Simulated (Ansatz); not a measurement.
# V_N in AlN (P6_3mc): charge-transition levels and formation energies

Aim: at which Fermi levels does V_N in AlN (P6_3mc) change its charge? The model is a cell of 432 host atoms with 1 N taken out.

Main program and level: Ansatz 0.2.0; place-levels on PBEsol runs: charge-transition levels and formation energies with image-charge correction and potential alignment at the atomic sites; PAW set soft_1.

## (1) The structure

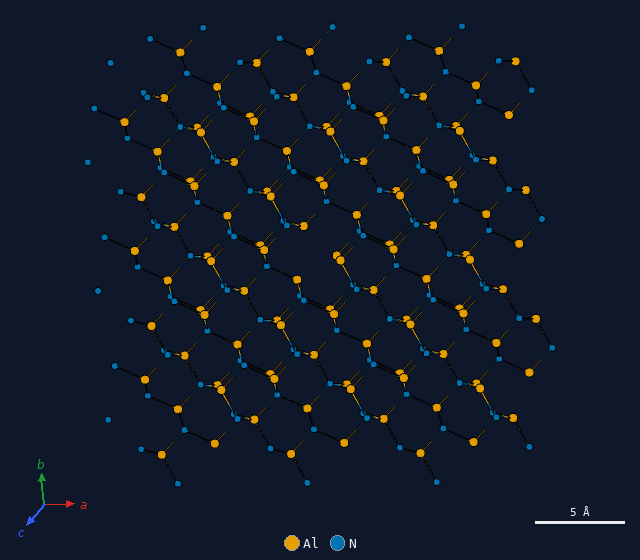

The starting structure, seen in part (aluminium orange, nitrogen blue). Drawn is a slice 4 Å thick, seen along the normal of the ab plane. Bonds to atoms that aren't drawn are left out.

The cell holds 431 atoms: 216 Al and 215 N. Its edges and angles: a = 22.029 Å, b = 22.029 Å, c = 17.629 Å, α = 125.1°, β = 125.1°, γ = 94.5°. It derives from AlN (space group P6_3mc). Nearest the centre at fractional (0.508, 0.452, 0.500): Al210 at 1.89 Å, Al227 at 1.89 Å, Al209 at 1.89 Å, Al213 at 1.90 Å, N220 at 3.07 Å, N217 at 3.07 Å, N377 at 3.07 Å, N219 at 3.07 Å.

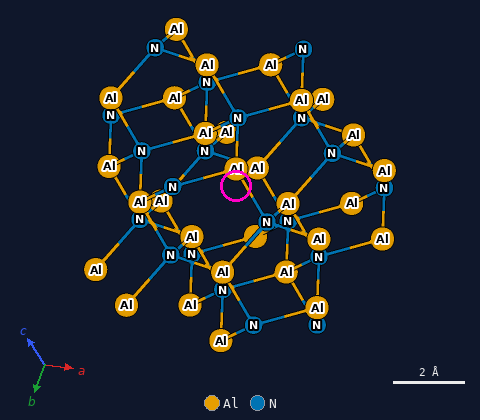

The atoms within 5 Å of the centre. A ring marks the centre wherever it is empty.

The host's dielectric constants go in as inputs: (4.50, 4.50, 4.73) for the electrons alone, (8.20, 8.20, 9.74) with the ions, computed on the host (DFPT, PBEsol).

The cell's shortest repeat is 17.6 Å.

## (2) Charge states

A transition level is the Fermi level at which two charge states cost the same, so each charge needs its own total energy, at its own relaxed structure.

Each atom starts 0.04 Å or so off its site in a random direction: a symmetric start keeps its symmetry, and would miss off-centre moves and Jahn–Teller distortions. Forces are taken at the zone centre alone. The cell holds 1 electron fewer than the neutral one, with a uniform background that keeps it neutral on the whole.

One state's input; the others differ in charge, spin, start and seed, and in occupations where the table says so.

Input file qp1.relax/input.yaml:

```yaml
crystal:
  lattice:
    - [-4.67041106, 2.69646303, 4.9836768]
    - [4.67041106, -2.69646303, 4.9836768]
    - [1.55680365, 2.69646308, -4.9836768]
  atoms:
    - { symbol: Al, position: [0.416184, 0.08285, 0.0] }
    - { symbol: Al, position: [0.416184, 0.58285, 0.5] }
    - { symbol: Al, position: [0.916184, 0.08285, 0.5] }
    - { symbol: Al, position: [0.916184, 0.58285, 0.0] }
    - { symbol: Al, position: [0.33285, 0.166184, 0.5] }
    - { symbol: Al, position: [0.33285, 0.666184, 0.0] }
    - { symbol: Al, position: [0.83285, 0.166184, 0.0] }
    - { symbol: Al, position: [0.83285, 0.666184, 0.5] }
    - { symbol: "N", position: [0.10715, 0.273816, 0.5] }
    - { symbol: "N", position: [0.10715, 0.773816, 0.0] }
    - { symbol: "N", position: [0.60715, 0.273816, 0.0] }
    - { symbol: "N", position: [0.60715, 0.773816, 0.5] }
    - { symbol: "N", position: [0.023816, 0.35715, 0.0] }
    - { symbol: "N", position: [0.023816, 0.85715, 0.5] }
    - { symbol: "N", position: [0.523816, 0.35715, 0.5] }
    - { symbol: "N", position: [0.523816, 0.85715, 0.0] }
  supercell: [3, 3, 3]
  defects: [{ vacancy: 222 }]
total_charge: 1
basis:
  ecutwfc: 420
  xc_grid: 2
hamiltonian:
  xc: pbesol
  pseudopotentials: { kind: paw, azcp: { folder: soft_1 }, xc_functional: pbe }
kpoints:
  mp_grid: { grid: [1, 1, 1] }
scf:
  occupations: { method: fixed }
  max_iter: 80
output:
  forces: true
  charged_corrections:
    epsilon: [4.5, 4.5, 4.73]
    static_epsilon: [8.2, 8.2, 9.74]
    defect_position: [0.507939, 0.452383, 0.5]
relax:
  f_tol: 0.02
  max_steps: 60
  random_displacement: { amplitude: 0.04, seed: 3360 }
checkpoint:
  write: "../qp1.relax.run"
  compress: false
  write_wavefunctions: true
  write_every: 100000
```

Started as:

```console
$ ansatz run input.yaml --threads 32 --pin off --max-ram 84787MiB --backend cuda --events-out ev --progress --plain --runs-dir out --max-vram 78GiB
```

The energy is taken again at one point at (¼, ¼, ¼), on the same structure.

The run of this state that the levels use, under PBEsol:

Input file qp1.quarter/input.yaml:

```yaml
crystal:
  checkpoint: "../qp1.relax.run"
  host: checkpoint
total_charge: 1
basis:
  ecutwfc: 420
  xc_grid: 2
hamiltonian:
  xc: pbesol
  pseudopotentials: { kind: paw, azcp: { folder: soft_1 }, xc_functional: pbe }
kpoints:
  mp_grid: { grid: [1, 1, 1], shift: [0.25, 0.25, 0.25] }
scf:
  occupations: { method: fixed }
  max_iter: 80
output:
  forces: true
  charged_corrections:
    epsilon: [4.5, 4.5, 4.73]
    static_epsilon: [8.2, 8.2, 9.74]
    defect_position: [0.507939, 0.452383, 0.5]
  eigenvalues: true
  eigenstates: { localisation: true }
checkpoint:
  read: "../qp1.relax.run"
  write: "../qp1.quarter.run"
  compress: false
  write_wavefunctions: false
  write_every: 100000
```

Relaxations under PBEsol at the zone centre alone; times on 1 × NVIDIA GB200 with 32 threads of Arm Neoverse V2, shared host:

```csv
charge,moment (μB),occupations,outcome,steps,largest displacement against the far atoms (Å),time
0,1,fixed,converged,9,0.12,36 s
+1,0,fixed,converged,5,0.09,14 s
```

Single points under PBEsol at one point at (¼, ¼, ¼); times on 1 × NVIDIA GB200 with 32 threads of Arm Neoverse V2, shared host:

```csv
charge,moment (μB),occupations,outcome,time
0,1,fixed,converged,33 s
+1,0,fixed,converged,13 s
```

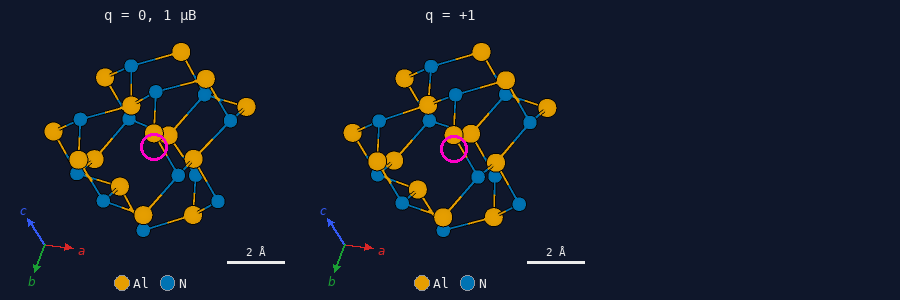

The structures near the centre after relaxation with PBEsol, by charge. A ring marks the centre wherever it is empty.

Distances (Å) from the ideal centre to the nearest atoms after relaxation with PBEsol:

```csv
charge,moment (μB),1.,2.,3.,4.,5.,6.
0,1,Al 1.85,Al 1.86,Al 1.86,Al 1.90,N 2.99,N 3.03
+1,0,Al 1.93,Al 1.93,Al 1.94,Al 1.99,N 3.05,N 3.05
```

## (3) Levels against the band edges, PBEsol, the zone centre alone

qp1.gamma/input.yaml, as its differences from qp1.quarter/input.yaml of step 2:

```diff
@@ -11,3 +11,3 @@
 kpoints:
-  mp_grid: { grid: [1, 1, 1], shift: [0.25, 0.25, 0.25] }
+  mp_grid: { grid: [1, 1, 1] }
 scf:
@@ -22,6 +22,5 @@
   eigenvalues: true
-  eigenstates: { localisation: true }
 checkpoint:
   read: "../qp1.relax.run"
-  write: "../qp1.quarter.run"
+  write: "../qp1.gamma.run"
   compress: false
```

The job ended after 3.5 s (1 × NVIDIA GB200 with 32 threads of Arm Neoverse V2, shared host; peak memory 2 GiB).

Input file levels.gamma.yaml:

```yaml
host:
  run: host.gamma.run
states: [q0_M1.gamma.run, qp1.gamma.run]
geometry_from:
  q0_M1.gamma.run: q0_M1.relax.run
  qp1.gamma.run: qp1.relax.run
  host.gamma.run: host.relax.run
chemical_potentials:
  "N":
    energy: -378.476431
    dataset: "<sha256 of the dataset>"
```

Started as:

```console
$ ansatz place-levels levels.gamma.yaml -- --threads 32 --pin off --max-ram 84787MiB --backend cuda --max-vram 78GiB
```

Numbers of over 12 decimals in the logs are rounded to 6 here.

The program printed:

```text
(+1/0) 3.328 eV above the valence edge, 0.768 eV under the conduction edge
formation energy of charge +1: +2.639 eV with the Fermi level at the valence edge
formation energy of charge 0: +5.967 eV with the Fermi level at the valence edge
  edges by pbesol, gap 4.096 eV; the host is sampled to repeats of 17.63 Å
[... the lines on each state left out ...]
```

Run time: 0.56 s. Hardware: 32 threads.

Under PBEsol the gap is 4.10 eV, (+1/0) 3.33 eV.

## (4) place-levels, PBEsol, one point at (¼, ¼, ¼)

A charged cell interacts with its images and the background, and its potential has another zero than the host's. place-levels removes the first by a point-charge model, screened by the static dielectric constant since the ions have relaxed around the charge, and the second by comparing potentials at atoms far from the defect.

The host is a run of the defect-free crystal in the same cutoffs, grids and k-points, so that basis and sampling errors cancel in part in the differences. The host is run in a cell of 16 atoms on a matching mesh. Its band edges are searched through the zone by a band path, so the gap is smaller than, or equal to, that on the mesh. Chemical potentials are energies per atom of N (N2 molecule), run with the same functional and cutoff.

Input file levels.quarter.yaml:

```yaml
host:
  run: host.quarter.run
states: [q0_M1.quarter.run, qp1.quarter.run]
geometry_from:
  q0_M1.quarter.run: q0_M1.relax.run
  qp1.quarter.run: qp1.relax.run
  host.quarter.run: host.relax.run
chemical_potentials:
  "N":
    energy: -378.476431
    dataset: "<sha256 of the dataset>"
```

Started as:

```console
$ ansatz place-levels levels.quarter.yaml -- --threads 32 --pin off --max-ram 84787MiB --backend cuda --max-vram 78GiB
```

The program printed:

```text
(+1/0) 3.323 eV above the valence edge, 0.773 eV under the conduction edge
formation energy of charge +1: +2.657 eV with the Fermi level at the valence edge
formation energy of charge 0: +5.981 eV with the Fermi level at the valence edge
  edges by pbesol, gap 4.097 eV; the host is sampled to repeats of 18.68 Å
  the defect's cells are sampled to repeats of 18.68 Å, like sampling
  charge +1: -195313.8994 eV with its correction of +0.123 eV, at epsilon [8.2, 8.2, 9.74], aligned at sites: -0.0214 eV, mean over 161 atomic sites at or beyond 8.81 Å from the defect at [0.5079, 0.4524, 0.5000], with -0.000010 for the charge's moments and [...]
  charge 0: +0.000 eV for its dipole among its images, +0.000 omitted
  of states[1] (qp1.quarter.run): how wide its charge is, is not read beside other atoms or cores, and a band state would take no correction. [...]
```

Wall time 0.59 s (32 threads).

Under PBEsol the gap is 4.10 eV, (+1/0) 3.32 eV; the stage before (PBEsol, at other k-points) gave a gap of 4.10 eV and levels within 0.01 eV of these.

Levels between the charges placed, in eV above the valence top:

```csv
,gap (eV),(+1/0)
PBEsol,4.10,3.32
```

Corrections by state:

```csv
charge,moment (μB),image terms and alignment (eV),band filling (eV),ε used,"over the lowest of its charge, as the program ranks them, band filling apart (eV)"
+1,0.0,0.123,-,"principal values (8.20, 8.20, 9.74)",0.000
0,1.0,0.000,-,-,0.000
```

From the program's caveats on the states, each cut to its opening words:

- charge +1: how wide its charge is, is not read beside other atoms or cores, and a band state would take no correction

The host's formation energy from the elements is -1.466 eV per atom; it sets how far the chemical potentials can move.

Limit set by the element alone; other compounds of these elements are not counted. Chemical potentials from the elements' reference states: Al 0.00 eV, N -2.93 eV. Formation energies (Al-rich), with the Fermi level at the valence top and at the conduction bottom (gap 4.10 eV):

```csv
charge,at valence top (eV),at conduction bottom (eV),correction included (eV)
+1,-0.27,3.82,0.12
0,3.05,3.05,0.00
```

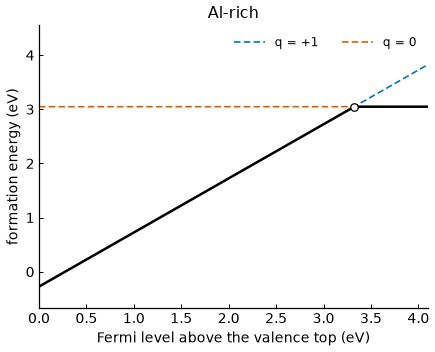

Formation energy against Fermi level; the thick line follows the lowest charge state and circles mark the transition levels.

Limit set by the element alone; other compounds of these elements are not counted. Chemical potentials from the elements' reference states: N 0.00 eV, Al -2.93 eV. Formation energies (N-rich), with the Fermi level at the valence top and at the conduction bottom (gap 4.10 eV):

```csv
charge,at valence top (eV),at conduction bottom (eV),correction included (eV)
+1,2.66,6.75,0.12
0,5.98,5.98,0.00
```

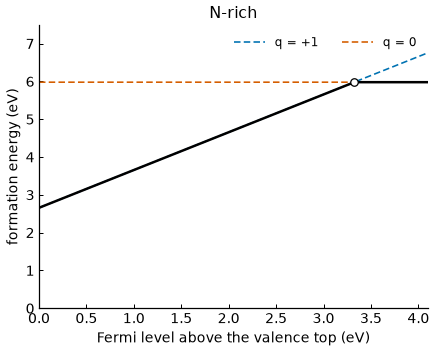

Formation energy against Fermi level; the thick line follows the lowest charge state and circles mark the transition levels.

Charge transition levels, in eV, zero at the valence-band top of the host:

```csv
,conduction bottom,valence top
V_N,4.10,0.00
```

```csv
,level,energy (eV)
V_N,(+1/0),3.32
```

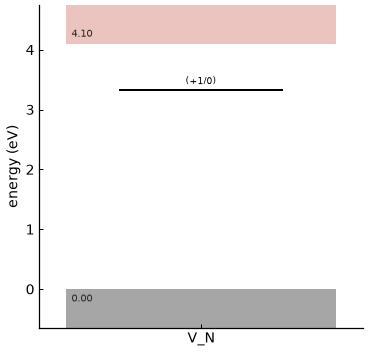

Charge transition levels. Shaded: valence and conduction bands.

## (5) Cost and result

Levels between neighbouring charges, in eV above each run's own valence top:

```csv
,gap (eV),(+1/0),GPU time a state at this stage (restarts are quicker than cold starts)
"PBEsol, zone centre alone",4.10,3.33,4.4 s
"PBEsol, (¼, ¼, ¼)",4.10,3.32,23 s
```

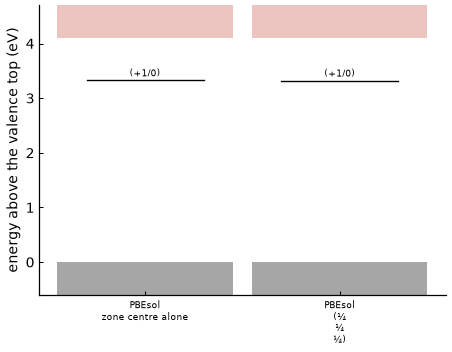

Levels between stable charges at each rung, each against its own band edges (shaded).

## (6) Summary of results

| Item | Value |
| --- | --- |
| gap of the host | 4.10 eV (PBEsol) |
| level (plus 1/0) | 3.32 eV above the valence top |
| lowest of the charges placed, just above the valence top (0.02 eV) | +1 |
| lowest of the charges placed, just below the conduction bottom (0.02 eV) | 0 |
| lowest formation energy at mid-gap of the charges run, Al-rich | 1.77 eV |
| lowest formation energy at mid-gap of the charges run, N-rich | 4.71 eV |

Of the charges placed (0 and +1), the lowest changes at 3.32 eV (+1/0) above the valence top, in a gap of 4.10 eV. Charges above +1 and below 0 were not placed, so these runs say nothing of levels that involve them. States placed: +1 at 0 μB; 0 at 1 μB. Other spin states or structures, where not listed, weren't placed. What this leaves open: one k-point off the zone centre stands for the whole zone; PBEsol makes the gap too small and tends to spread out bound carriers; where a gas molecule sets a chemical potential or the host's formation energy, its binding is uncorrected.

[Logs are printed without paths, hosts, clocks, repeated set-up lines and the standing remarks that a program may print on its own settings, such as how far it seeks lower states.]

[Hosts, paths, dates, database ids (printed as entryN), source tags and the programs' standing remarks are cut or masked in the printed files.]

[Where a table of states has a column of steps, it counts the stored structures, which are thinned; the runs took as many ionic steps or more.]

[A defect's name tells the site on which it was built; relaxed atoms can leave that site.]

[For some hosts the program warned that the k-mesh of the response run may be too coarse for force constants and the static dielectric constant; such warnings are not shown here.]
